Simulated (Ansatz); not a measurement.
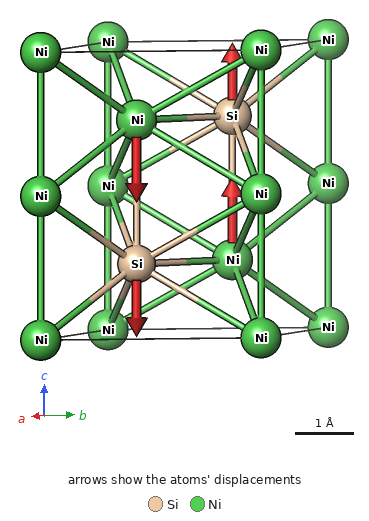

One vibrational mode of a crystal of SiNi2 at the zone centre. The red arrows give the relative displacements of the atoms. A ball-and-stick model of the cell of the calculation, seen from a free direction.

These are results of Ansatz, DFT PBE, scalar-relativistic, plane waves, PAW, not measurements.

The input:
```yaml
crystal:
  lattice:
    - [3.9139192283, 0.0, 0.0]
    - [-1.9569596142, 3.38955348, 0.0]
    - [0.0, 0.0, 4.9941756778]
  atoms:
    - { symbol: Si, position: [0.3333333333, 0.6666666667, 0.75] }
    - { symbol: Si, position: [0.6666666667, 0.3333333333, 0.25] }
    - { symbol: Ni, position: [0.0, 0.0, 0.0] }
    - { symbol: Ni, position: [0.0, 0.0, 0.5] }
    - { symbol: Ni, position: [0.3333333333, 0.6666666667, 0.25] }
    - { symbol: Ni, position: [0.6666666667, 0.3333333333, 0.75] }
basis:
  ecutwfc: 420
kpoints:
  mp_grid: { grid: [12, 12, 8] }
hamiltonian:
  xc: pbe
scf:
  occupations: { method: fermi_dirac, width: 0.15 }
output:
  eigenvalues: true
phonons:
  method: dfpt
  eigenvectors: true
```

Run as
```bash
ansatz run input.yaml --threads 1 --pin off --max-ram 2560MiB --backend cpu --events-out ev --progress --plain --runs-dir out
```

The frequencies depend somewhat on the k-mesh and the smearing.

What mode is this, and where does it lie in the spectrum?

Answer. This is the B₁g mode at 121 cm⁻¹, the lowest optical level, silent by symmetry (neither infrared- nor Raman-active). The Ni (2a) atoms stay at rest; all motion is along c; atoms of one kind move against one another, with no net shift of any sublattice; it mainly bends the Ni–Si, Ni–Ni bonds; the kinetic energy is shared as Ni 73 %, Si 27 %.

Limits of the set-up: an element that often carries a moment was run without spin polarisation.
